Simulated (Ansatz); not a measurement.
**HfO2: density, localisation and related maps**

```cif
data_structure
_symmetry_space_group_name_H-M 'P 1'
_symmetry_Int_Tables_number 1
_cell_length_a 3.6043
_cell_length_b 3.6043
_cell_length_c 4.4744
_cell_angle_alpha 90.000
_cell_angle_beta 90.000
_cell_angle_gamma 90.000
_cell_volume 58.13
loop_
_atom_site_label
_atom_site_type_symbol
_atom_site_fract_x
_atom_site_fract_y
_atom_site_fract_z
_atom_site_occupancy
Hf1 Hf 0.50000 0.50000 0.50000 1
Hf2 Hf 0.00000 0.00000 0.00000 1
O1 O 0.00000 0.50000 0.69325 1
O2 O 0.50000 0.00000 0.80675 1
O3 O 0.50000 0.00000 0.30675 1
O4 O 0.00000 0.50000 0.19325 1
```

Space group P4₂/nmc; a structure from a database of computed crystals, not necessarily the ambient phase; changed on purpose from its base cell (strain -0.1500 x Voigt [0, 0, 1, 0, 0, 0], atoms carried along); not relaxed (largest force 1.0 eV/Å); computed pressure about 50 GPa in this cell.

Computed with DFT PBE, scalar-relativistic, plane waves, PAW (Ansatz 0.2.0).

Core electrons are frozen (PAW), and the valence fields are smoothed inside the atomic spheres.

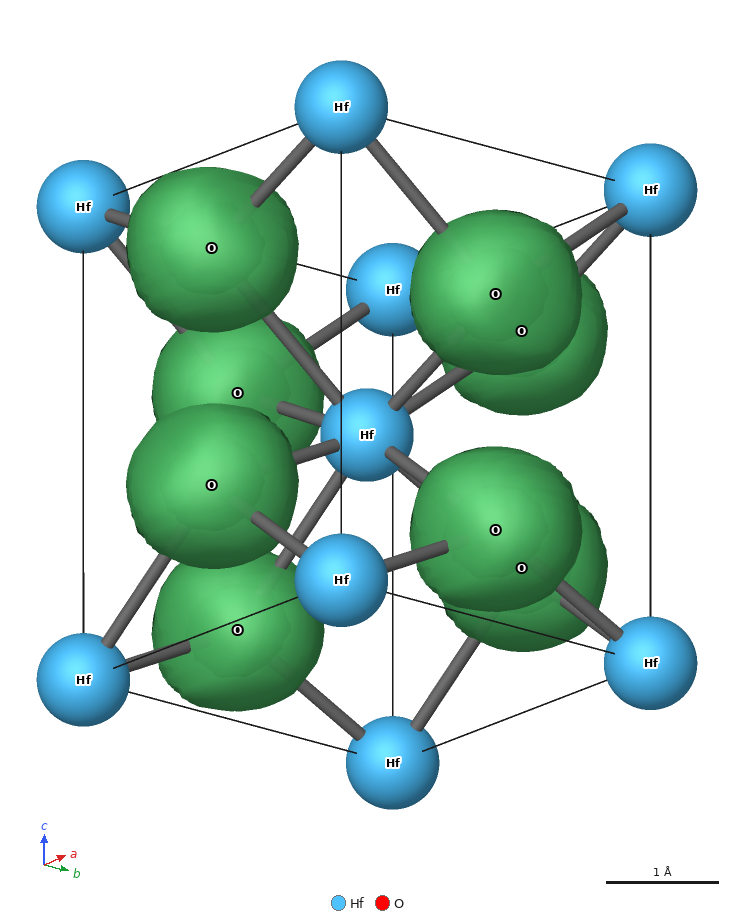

Figure 1. Isosurface of the ELF at 0.75 (green), seen at an oblique angle. Only the valence region is drawn (cores and ρ < 0.01 e/Å³ removed). Sticks mark near contacts.

Question: Identify the bonds, lone pairs and shells in this picture.

Answer: At this value the surface marks out four regions wrapped around O (the valence shell of each), counted in one cell of 6 atoms. Any copies at cell faces, edges or corners count once. Along the contacts the grid gives the following. Hf–O (2.00 Å): the ELF peaks at about 0.85 in the valence shell of O, 0.6 Å from its nucleus, and drops to about 0.20 between the two atoms; no localised pair shows between them. Hf–O (2.27 Å): the ELF peaks at about 0.85 in the valence shell of O, 0.7 Å from its nucleus, and drops to about 0.15 between the two atoms; no localised pair shows between them.

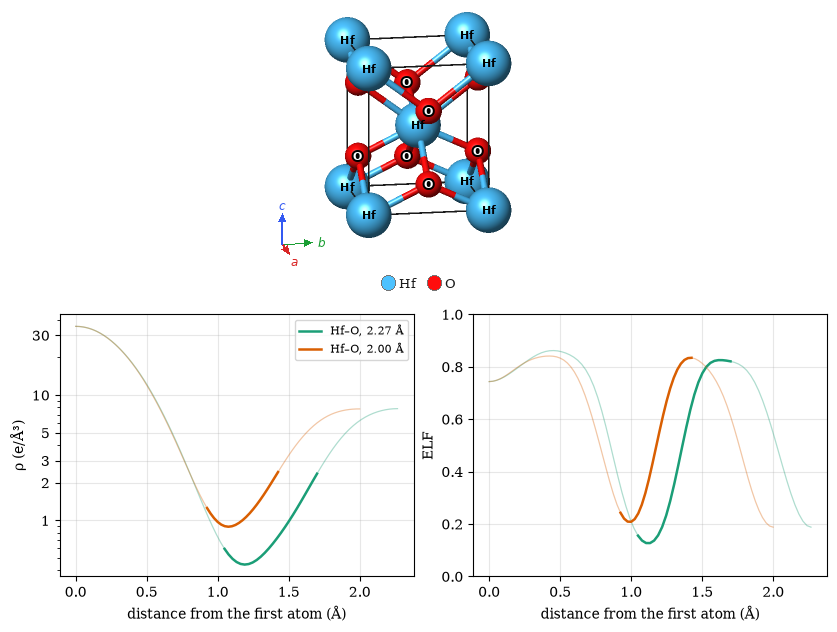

Figure 2. Valence electron density and electron localisation function along straight lines between neighbouring atoms. Thin, pale parts lie inside the atomic spheres. The structure is drawn too.

Question: What can be read from the curves?

Answer: Hf–O (2.27 Å): the density is about 0.47 e/Å³ at the midpoint; the ELF peaks at about 0.85 in the valence shell of O, 0.7 Å from its nucleus, and drops to about 0.15 between the two atoms; no shared electron pair shows on this line.
Hf–O (2.00 Å): ρ is about 0.97 e/Å³ halfway; the ELF peaks at about 0.85 in the valence shell of O, 0.6 Å from its nucleus, and drops to about 0.20 between the two atoms; no localised pair shows between them.

Question: Does the calculation make it a metal, or give it a gap?

Answer: It is gapped, with a Kohn–Sham gap of 2.4 eV on the k-point mesh, an upper bound to the gap of this method.
